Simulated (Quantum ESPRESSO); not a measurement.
## Band-structure run of HfC (part 1 of 2)

System: HfC (Fm-3m, 2 atoms in the cell).
Method: Kohn-Sham DFT of a periodic cell, AM05, SG15 PBE 1.2, no spin polarisation (Quantum ESPRESSO 7.5).

The structure derives from an entry of the Crystallography Open Database.

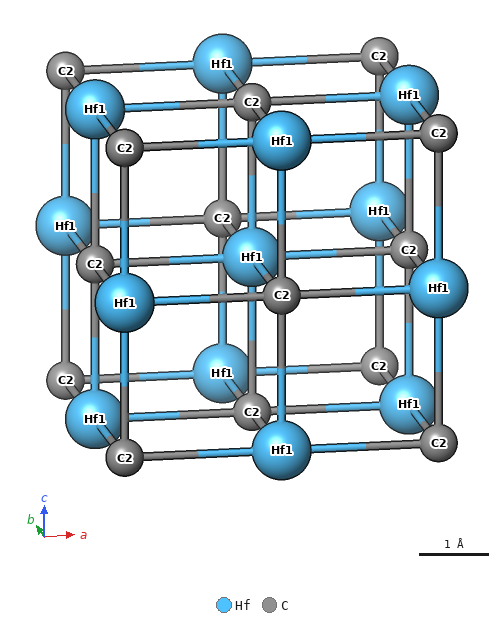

The input geometry (ball-and-stick view of the cell 4 times as large as that of the calculation, set on its symmetry axes, seen slightly off an axis; atoms are numbered from 1 in the order of the input). An atom can appear more than once, as a periodic image. Near neighbours in the periodic cell (some may lie outside the picture): Hf has 6 C at 2.33 Å; C has 6 Hf at 2.33 Å.

Summary

```tsv
quantity	value
outcome	converged
space group (tolerance 0.01 Å)	Fm-3m (225)
electrons treated	30
free energy	−6236.0182 eV
Fermi energy	23.808 eV
gap on the k-point mesh	none (metallic)
pressure	−6.86 GPa
largest force (length of the vector)	under 0.001 eV/Å
hardware	1 thread of Arm Neoverse V2, 24 GiB of memory available, shared host
wall time	89 s
peak memory	0.1 GiB
```

Notes

Further notes kept with the run: potentials made for another functional. Points of doubt noted for this run: potentials made for another functional. Spin–orbit coupling is left out, which matters for Hf. The cell is under a tension of 6.9 GPa at this level, so it is not at its equilibrium volume.

Input file
```
&CONTROL
  calculation = 'scf'
  prefix = 'pwscf'
  outdir = './tmp'
  pseudo_dir = './pseudo'
  tprnfor = .true.
  tstress = .true.
  disk_io = 'low'
/
&SYSTEM
  ibrav = 0
  nat = 2
  ntyp = 2
  ecutwfc = 88
  nbnd = 22
  input_dft = 'XC-000I-000I-120L-135L-000I-000I'
  occupations = 'smearing'
  smearing = 'fd'
  degauss = 0.00367493
/
&ELECTRONS
  conv_thr = 4d-10
  electron_maxstep = 120
  mixing_beta = 0.5
/
ATOMIC_SPECIES
Hf   178.4900 Hf_ONCV_PBE-1.2.upf
C     12.0110 C_ONCV_PBE-1.2.upf
CELL_PARAMETERS angstrom
   0.0000000000    2.3250000000    2.3250000000
   2.3250000000    0.0000000000    2.3250000000
   2.3250000000    2.3250000000    0.0000000000
ATOMIC_POSITIONS crystal
Hf     0.5000000000    0.5000000000    0.5000000000
C      0.0000000000    0.0000000000    0.0000000000
K_POINTS automatic
10 10 10 0 0 0
```

File pp_density.in
```
&INPUTPP
  prefix = 'pwscf'
  outdir = './tmp'
  filplot = 'density.dat'
  plot_num = 0
/
&PLOT
  nfile = 1
  filepp(1) = 'density.dat'
  iflag = 3
  output_format = 6
  fileout = 'density.cube'
/
```

File pp_potential.in
```
&INPUTPP
  prefix = 'pwscf'
  outdir = './tmp'
  filplot = 'potential.dat'
  plot_num = 11
/
&PLOT
  nfile = 1
  filepp(1) = 'potential.dat'
  iflag = 3
  output_format = 6
  fileout = 'potential.cube'
/
```

File pp_elf.in
```
&INPUTPP
  prefix = 'pwscf'
  outdir = './tmp'
  filplot = 'elf.dat'
  plot_num = 8
/
&PLOT
  nfile = 1
  filepp(1) = 'elf.dat'
  iflag = 3
  output_format = 6
  fileout = 'elf.cube'
/
```

File bands.in
```
&CONTROL
  calculation = 'bands'
  prefix = 'pwscf'
  outdir = './tmp'
  pseudo_dir = './pseudo'
  disk_io = 'low'
  verbosity = 'high'
/
&SYSTEM
  ibrav = 0
  nat = 2
  ntyp = 2
  ecutwfc = 88
  nbnd = 22
  input_dft = 'XC-000I-000I-120L-135L-000I-000I'
  occupations = 'smearing'
  smearing = 'fd'
  degauss = 0.00367493
/
&ELECTRONS
  conv_thr = 1d-08
  electron_maxstep = 120
  mixing_beta = 0.5
  diago_full_acc = .true.
  startingwfc = 'random'
/
ATOMIC_SPECIES
Hf   178.4900 Hf_ONCV_PBE-1.2.upf
C     12.0110 C_ONCV_PBE-1.2.upf
CELL_PARAMETERS angstrom
   0.0000000000    2.3250000000    2.3250000000
   2.3250000000    0.0000000000    2.3250000000
   2.3250000000    2.3250000000    0.0000000000
ATOMIC_POSITIONS crystal
Hf     0.5000000000    0.5000000000    0.5000000000
C      0.0000000000    0.0000000000    0.0000000000
K_POINTS crystal
60
 0.0000000000  0.0000000000  0.0000000000 1
 0.0625000000  0.0000000000  0.0625000000 1
 0.1250000000  0.0000000000  0.1250000000 1
 0.1875000000  0.0000000000  0.1875000000 1
 0.2500000000  0.0000000000  0.2500000000 1
 0.3125000000  0.0000000000  0.3125000000 1
 0.3750000000  0.0000000000  0.3750000000 1
 0.4375000000  0.0000000000  0.4375000000 1
 0.5000000000  0.0000000000  0.5000000000 1
 0.5000000000  0.0625000000  0.5625000000 1
 0.5000000000  0.1250000000  0.6250000000 1
 0.5000000000  0.1875000000  0.6875000000 1
 0.5000000000  0.2500000000  0.7500000000 1
 0.4375000000  0.3125000000  0.7500000000 1
 0.3750000000  0.3750000000  0.7500000000 1
 0.3375000000  0.3375000000  0.6750000000 1
 0.3000000000  0.3000000000  0.6000000000 1
 0.2625000000  0.2625000000  0.5250000000 1
 0.2250000000  0.2250000000  0.4500000000 1
 0.1875000000  0.1875000000  0.3750000000 1
 0.1500000000  0.1500000000  0.3000000000 1
 0.1125000000  0.1125000000  0.2250000000 1
 0.0750000000  0.0750000000  0.1500000000 1
 0.0375000000  0.0375000000  0.0750000000 1
 0.0000000000  0.0000000000  0.0000000000 1
 0.0625000000  0.0625000000  0.0625000000 1
 0.1250000000  0.1250000000  0.1250000000 1
 0.1875000000  0.1875000000  0.1875000000 1
 0.2500000000  0.2500000000  0.2500000000 1
 0.3125000000  0.3125000000  0.3125000000 1
 0.3750000000  0.3750000000  0.3750000000 1
 0.4375000000  0.4375000000  0.4375000000 1
 0.5000000000  0.5000000000  0.5000000000 1
 0.5250000000  0.4500000000  0.5250000000 1
 0.5500000000  0.4000000000  0.5500000000 1
 0.5750000000  0.3500000000  0.5750000000 1
 0.6000000000  0.3000000000  0.6000000000 1
 0.6250000000  0.2500000000  0.6250000000 1
 0.5833333333  0.2500000000  0.6666666667 1
 0.5416666667  0.2500000000  0.7083333333 1
 0.5000000000  0.2500000000  0.7500000000 1
 0.5000000000  0.2857142857  0.7142857143 1
 0.5000000000  0.3214285714  0.6785714286 1
 0.5000000000  0.3571428571  0.6428571429 1
 0.5000000000  0.3928571429  0.6071428571 1
 0.5000000000  0.4285714286  0.5714285714 1
 0.5000000000  0.4642857143  0.5357142857 1
 0.5000000000  0.5000000000  0.5000000000 1
 0.4821428571  0.4821428571  0.5357142857 1
 0.4642857143  0.4642857143  0.5714285714 1
 0.4464285714  0.4464285714  0.6071428571 1
 0.4285714286  0.4285714286  0.6428571429 1
 0.4107142857  0.4107142857  0.6785714286 1
 0.3928571429  0.3928571429  0.7142857143 1
 0.3750000000  0.3750000000  0.7500000000 1
 0.6250000000  0.2500000000  0.6250000000 1
 0.5937500000  0.1875000000  0.5937500000 1
 0.5625000000  0.1250000000  0.5625000000 1
 0.5312500000  0.0625000000  0.5312500000 1
 0.5000000000  0.0000000000  0.5000000000 1
```

Command:
```bash
OMP_NUM_THREADS=1 pw.x -in pw.in > pw.out
OMP_NUM_THREADS=1 pp.x -in pp_density.in > pp_density.out
OMP_NUM_THREADS=1 pp.x -in pp_potential.in > pp_potential.out
OMP_NUM_THREADS=1 pp.x -in pp_elf.in > pp_elf.out
OMP_NUM_THREADS=1 pw.x -in bands.in > bands.out
```

Log
```
This program is part of the open-source Quantum ESPRESSO suite
     for quantum simulation of materials; please cite
         "P. Giannozzi et al., J. Phys.:Condens. Matter 21 395502 (2009);
         "P. Giannozzi et al., J. Phys.:Condens. Matter 29 465901 (2017);
         "P. Giannozzi et al., J. Chem. Phys. 152 154105 (2020);
          URL
     in publications or presentations arising from this work. More details at

     IMPORTANT: XC functional enforced from input :
     Exchange-correlation= XC-000I-000I-120L-135L-000I-000I
                           (   0   0 120 135   0   0   0)
     Any further DFT definition will be discarded
     Please, verify this is what you really want

     Message from routine setup:
     using ibrav=0 with symmetry is DISCOURAGED, use correct ibrav instead

     G-vector sticks info
     --------------------
     sticks:   dense  smooth     PW     G-vecs:    dense   smooth      PW
     Sum         931     931    283                18907    18907    3119

     Using Slab Decomposition

     bravais-lattice index     =            0
     lattice parameter (alat)  =       6.2135  a.u.
     unit-cell volume          =     169.6272 (a.u.)^3
     number of atoms/cell      =            2
     number of atomic types    =            2
     number of electrons       =        30.00
     number of Kohn-Sham states=           22
     kinetic-energy cutoff     =      88.0000  Ry
     charge density cutoff     =     352.0000  Ry
     scf convergence threshold =      4.0E-10
     mixing beta               =       0.5000
     number of iterations used =            8  plain     mixing
     Exchange-correlation= XC-000I-000I-120L-135L-000I-000I
                           (   0   0 120 135   0   0   0)

     celldm(1)=   6.213507  celldm(2)=   0.000000  celldm(3)=   0.000000
     celldm(4)=   0.000000  celldm(5)=   0.000000  celldm(6)=   0.000000

     crystal axes: (cart. coord. in units of alat)
               a(1) = (   0.000000   0.707107   0.707107 )
               a(2) = (   0.707107   0.000000   0.707107 )
               a(3) = (   0.707107   0.707107   0.000000 )

     reciprocal axes: (cart. coord. in units 2 pi/alat)
               b(1) = ( -0.707107  0.707107  0.707107 )
               b(2) = (  0.707107 -0.707107  0.707107 )
               b(3) = (  0.707107  0.707107 -0.707107 )

     PseudoPot. # 1 for Hf read from file:
     Hf_ONCV_PBE-1.2.upf
     Pseudo is Norm-conserving, Zval = 26.0
     Generated using ONCVPSP code by D. R. Hamann
     Using radial grid of  602 points,  8 beta functions with:
                l(1) =   0
                l(2) =   0
                l(3) =   1
                l(4) =   1
                l(5) =   2
                l(6) =   2
                l(7) =   3
                l(8) =   3

     PseudoPot. # 2 for C  read from file:
     C_ONCV_PBE-1.2.upf
     Pseudo is Norm-conserving, Zval =  4.0
     Generated using ONCVPSP code by D. R. Hamann
     Using radial grid of  602 points,  4 beta functions with:
                l(1) =   0
                l(2) =   0
                l(3) =   1
                l(4) =   1

     atomic species   valence    mass     pseudopotential
     Hf               26.00   178.49000     Hf( 1.00)
     C                 4.00    12.01100     C ( 1.00)

     48 Sym. Ops., with inversion, found

   Cartesian axes

     site n.     atom                  positions (alat units)
         1        Hf     tau(   1) = (   0.7071068   0.7071068   0.7071068  )
         2        C      tau(   2) = (   0.0000000   0.0000000   0.0000000  )

     number of k points=    47  Fermi-Dirac smearing, width (Ry)=  0.0037
                       cart. coord. in units 2pi/alat
        k(    1) = (   0.0000000   0.0000000   0.0000000), wk =   0.0020000
        k(    2) = (   0.0707107   0.0707107  -0.0707107), wk =   0.0160000
        k(    3) = (   0.1414214   0.1414214  -0.1414214), wk =   0.0160000
        k(    4) = (   0.2121320   0.2121320  -0.2121320), wk =   0.0160000
        k(    5) = (   0.2828427   0.2828427  -0.2828427), wk =   0.0160000
        k(    6) = (  -0.3535534  -0.3535534   0.3535534), wk =   0.0080000
        k(    7) = (   0.1414214  -0.0000000   0.0000000), wk =   0.0120000
        k(    8) = (   0.2121320   0.0707107  -0.0707107), wk =   0.0480000
        k(    9) = (   0.2828427   0.1414214  -0.1414214), wk =   0.0480000
        k(   10) = (   0.3535534   0.2121320  -0.2121320), wk =   0.0480000
        k(   11) = (  -0.2828427  -0.4242641   0.4242641), wk =   0.0480000
        k(   12) = (  -0.2121320  -0.3535534   0.3535534), wk =   0.0480000
        k(   13) = (  -0.1414214  -0.2828427   0.2828427), wk =   0.0480000
        k(   14) = (  -0.0707107  -0.2121320   0.2121320), wk =   0.0480000
        k(   15) = (   0.0000000  -0.1414214   0.1414214), wk =   0.0240000
        k(   16) = (   0.2828427  -0.0000000   0.0000000), wk =   0.0120000
        k(   17) = (   0.3535534   0.0707107  -0.0707107), wk =   0.0480000
        k(   18) = (   0.4242641   0.1414214  -0.1414214), wk =   0.0480000
        k(   19) = (  -0.2121320  -0.4949747   0.4949747), wk =   0.0480000
        k(   20) = (  -0.1414214  -0.4242641   0.4242641), wk =   0.0480000
        k(   21) = (  -0.0707107  -0.3535534   0.3535534), wk =   0.0480000
        k(   22) = (   0.0000000  -0.2828427   0.2828427), wk =   0.0240000
        k(   23) = (   0.4242641   0.0000000  -0.0000000), wk =   0.0120000
        k(   24) = (   0.4949747   0.0707107  -0.0707107), wk =   0.0480000
        k(   25) = (  -0.1414214  -0.5656854   0.5656854), wk =   0.0480000
        k(   26) = (  -0.0707107  -0.4949747   0.4949747), wk =   0.0480000
        k(   27) = (  -0.0000000  -0.4242641   0.4242641), wk =   0.0240000
        k(   28) = (   0.5656854  -0.0000000   0.0000000), wk =   0.0120000
        k(   29) = (  -0.0707107  -0.6363961   0.6363961), wk =   0.0480000
        k(   30) = (   0.0000000  -0.5656854   0.5656854), wk =   0.0240000
        k(   31) = (  -0.7071068   0.0000000   0.0000000), wk =   0.0060000
        k(   32) = (   0.2828427   0.1414214   0.0000000), wk =   0.0480000
        k(   33) = (   0.3535534   0.2121320  -0.0707107), wk =   0.0960000
        k(   34) = (  -0.2828427  -0.4242641   0.5656854), wk =   0.0960000
        k(   35) = (  -0.2121320  -0.3535534   0.4949747), wk =   0.0480000
        k(   36) = (   0.4242641   0.1414214  -0.0000000), wk =   0.0480000
        k(   37) = (  -0.2121320  -0.4949747   0.6363961), wk =   0.0960000
        k(   38) = (  -0.1414214  -0.4242641   0.5656854), wk =   0.0960000
        k(   39) = (  -0.0707107  -0.3535534   0.4949747), wk =   0.0960000
        k(   40) = (   0.0000000  -0.2828427   0.4242641), wk =   0.0480000
        k(   41) = (  -0.1414214  -0.5656854   0.7071068), wk =   0.0480000
        k(   42) = (  -0.0707107  -0.4949747   0.6363961), wk =   0.0960000
        k(   43) = (   0.0000000  -0.4242641   0.5656854), wk =   0.0480000
        k(   44) = (  -0.7071068   0.1414214   0.0000000), wk =   0.0240000
        k(   45) = (  -0.1414214  -0.4242641   0.7071068), wk =   0.0480000
        k(   46) = (  -0.0707107  -0.3535534   0.6363961), wk =   0.0480000
        k(   47) = (  -0.7071068   0.2828427   0.0000000), wk =   0.0240000

     Dense  grid:    18907 G-vectors     FFT dimensions: (  40,  40,  40)

     WARNING: libxc functional with ID  120 depends
      on external parameters: check the user_guide of
      QE if you need to modify them or to check their
      default values.

     WARNING: libxc functional with ID  135 depends
      on external parameters: check the user_guide of
      QE if you need to modify them or to check their
      default values.

     Initial potential from superposition of free atoms

     starting charge      29.8715, renormalised to      30.0000
     Starting wfcs are random

     Self-consistent Calculation

     iteration #  1     ecut=    88.00 Ry     beta= 0.50
     Davidson diagonalization with overlap
     ethr =  1.00E-02,  avg # of iterations = 10.4

     total energy              =    -458.07885069 Ry
     estimated scf accuracy    <       0.64898002 Ry

     iteration #  2     ecut=    88.00 Ry     beta= 0.50
     Davidson diagonalization with overlap
     ethr =  2.16E-03,  avg # of iterations =  2.0

     total energy              =    -458.29013453 Ry
     estimated scf accuracy    <       0.28734556 Ry

     iteration #  3     ecut=    88.00 Ry     beta= 0.50
     Davidson diagonalization with overlap
     ethr =  9.58E-04,  avg # of iterations =  1.8

     total energy              =    -458.33850887 Ry
     estimated scf accuracy    <       0.00397284 Ry

     iteration #  4     ecut=    88.00 Ry     beta= 0.50
     Davidson diagonalization with overlap
     ethr =  1.32E-05,  avg # of iterations =  3.1

     total energy              =    -458.33882519 Ry
     estimated scf accuracy    <       0.00058114 Ry

     iteration #  5     ecut=    88.00 Ry     beta= 0.50
     Davidson diagonalization with overlap
     ethr =  1.94E-06,  avg # of iterations =  2.9

     total energy              =    -458.33887857 Ry
     estimated scf accuracy    <       0.00001040 Ry

     iteration #  6     ecut=    88.00 Ry     beta= 0.50
     Davidson diagonalization with overlap
     ethr =  3.47E-08,  avg # of iterations =  2.7

     total energy              =    -458.33888014 Ry
     estimated scf accuracy    <       0.00000478 Ry

     iteration #  7     ecut=    88.00 Ry     beta= 0.50
     Davidson diagonalization with overlap
     ethr =  1.59E-08,  avg # of iterations =  2.0

     total energy              =    -458.33888083 Ry
     estimated scf accuracy    <       0.00000028 Ry

     iteration #  8     ecut=    88.00 Ry     beta= 0.50
     Davidson diagonalization with overlap
     ethr =  9.28E-10,  avg # of iterations =  2.0

     total energy              =    -458.33888088 Ry
     estimated scf accuracy    <       0.00000001 Ry

     iteration #  9     ecut=    88.00 Ry     beta= 0.50
     Davidson diagonalization with overlap
     ethr =  3.78E-11,  avg # of iterations =  2.0

     total energy              =    -458.33888088 Ry
     estimated scf accuracy    <          4.2E-09 Ry

     iteration # 10     ecut=    88.00 Ry     beta= 0.50
     Davidson diagonalization with overlap
     ethr =  1.39E-11,  avg # of iterations =  1.9

     End of self-consistent calculation

          k = 0.0000 0.0000 0.0000 (  2421 PWs)   bands (ev):

   -37.3268  -5.7423  -5.7423  -5.7423  11.4069  12.9409  13.0304  13.0304
    13.0304  13.0832  13.0832  13.0832  24.8477  24.8477  24.8477  25.0819
    25.0819  25.0819  27.1384  27.1384  30.4780  34.5911

          k = 0.0707 0.0707-0.0707 (  2373 PWs)   bands (ev):

   -37.3230  -5.8121  -5.7490  -5.7490  11.6522  12.9449  13.0354  13.0367
    13.0367  13.0774  13.0774  13.0835  23.4107  23.8152  23.8152  25.5099
    25.5099  25.9102  28.2580  28.2580  31.0320  35.2787

          k = 0.1414 0.1414-0.1414 (  2361 PWs)   bands (ev):

   -37.3128  -5.9904  -5.7666  -5.7666  12.3075  12.9555  13.0518  13.0518
    13.0649  13.0649  13.0823  13.0841  21.6190  22.5540  22.5540  26.2565
    26.2565  26.4412  30.2520  30.2520  32.1856  36.9027

          k = 0.2121 0.2121-0.2121 (  2367 PWs)   bands (ev):

   -37.3003  -6.2022  -5.7882  -5.7882  12.8327  12.9702  13.0427  13.0427
    13.0794  13.0794  13.0849  13.5822  19.8802  21.5686  21.5686  27.1058
    27.3410  27.3410  32.3614  32.3614  32.8154  37.6964

          k = 0.2828 0.2828-0.2828 (  2364 PWs)   bands (ev):

   -37.2901  -6.3673  -5.8056  -5.8056  12.8953  12.9834  13.0294  13.0294
    13.0855  13.0990  13.0990  14.6731  18.3564  20.9534  20.9534  28.2034
    28.4901  28.4901  31.7548  34.2141  34.2141  37.9701

          k =-0.3536-0.3536 0.3536 (  2362 PWs)   bands (ev):

   -37.2862  -6.4290  -5.8122  -5.8122  12.9014  12.9885  13.0244  13.0244
    13.0858  13.1069  13.1069  15.3880  17.5249  20.7446  20.7446  29.0523
    29.0523  29.4994  30.2144  35.1992  35.1992  36.8994

          k = 0.1414-0.0000 0.0000 (  2369 PWs)   bands (ev):

   -37.3217  -5.8077  -5.7650  -5.7650  11.7257  12.9462  13.0358  13.0358
    13.0432  13.0774  13.0785  13.0785  22.8761  23.9347  23.9347  24.6244
    26.4694  26.4694  27.2942  28.8185  31.4329  35.4950

          k = 0.2121 0.0707-0.0707 (  2368 PWs)   bands (ev):

   -37.3136  -5.9398  -5.7900  -5.7771  12.2204  12.9548  13.0463  13.0471
    13.0635  13.0703  13.0784  13.0790  21.5617  22.8437  23.1957  24.9272
    26.9119  27.1596  28.6699  30.0903  32.7255  36.8281

          k = 0.2828 0.1414-0.1414 (  2371 PWs)   bands (ev):

   -37.3019  -6.1340  -5.8145  -5.7984  12.7841  12.9679  13.0452  13.0478
    13.0651  13.0773  13.0811  13.3825  20.1994  21.7144  22.2105  25.6509
    27.7776  27.8741  30.6350  31.7479  33.8537  37.8853
```
